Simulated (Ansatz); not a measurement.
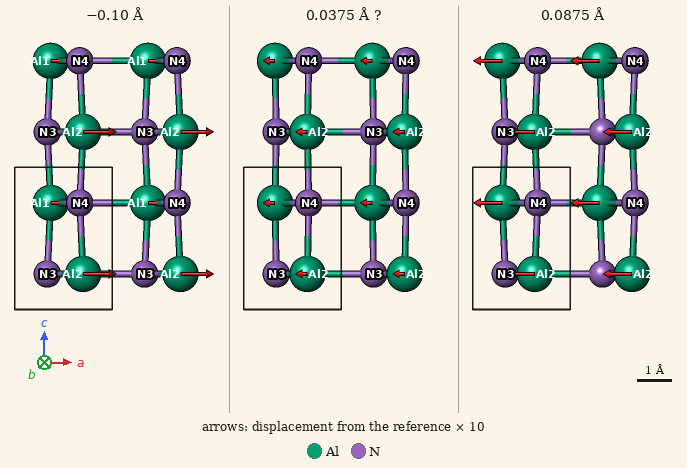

Energy scan for crystalline AlN (P6_3/mmc), in which the whole Al sublattice is shifted rigidly, towards the nearest copy of atom 4 (N) at 1.912 Å, all else fixed. Style: ball-and-stick. Shown: the cell of the calculation, repeated 2 × 2 × 2 with one cell outlined, along the b axis. Red arrows: displacements from the reference.

Computed with DFT PBEsol, scalar-relativistic, plane waves, PAW (Ansatz 0.2.0). (plane-wave cutoff 420 eV; k-point mesh 12 × 12 × 6; occupations gaussian; smearing width 0.05 eV; no spin polarisation). Energies (free energies at the smearing named) are counted from the cell as listed in its source, which wasn't relaxed.

| displacement (Å) | E − E(ref) (meV/cell) |
| --- | --- |
| −0.1000 | 150.2 |
| −0.0500 | 37.2 |
| 0.0000 | 0.0 |
| 0.0125 | 2.3 |
| 0.0250 | 9.3 |
| 0.0375 | ? |
| 0.0625 | 58.3 |
| 0.0750 | 84.1 |
| 0.0875 | 114.7 |

Question: Estimate the missing energy from the other rows, and compare with the calculation.

Answer: A straight line between the two neighbours gives 25.6 meV/cell. A cubic through the four nearest rows (0.0125, 0.0250, 0.0625, 0.0750) gives, with Lagrange weights, (−0.3000)(2.3) + (1.0000)(9.3) + (0.5000)(58.3) + (−0.2000)(84.1) = 20.9 meV/cell. The calculation gives 20.9 meV/cell, so the cubic is right to the digits shown and the straight line 4.7 meV/cell too high, as the curve bends upwards here.

The whole profile:

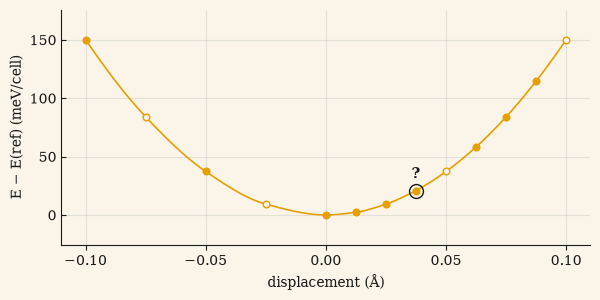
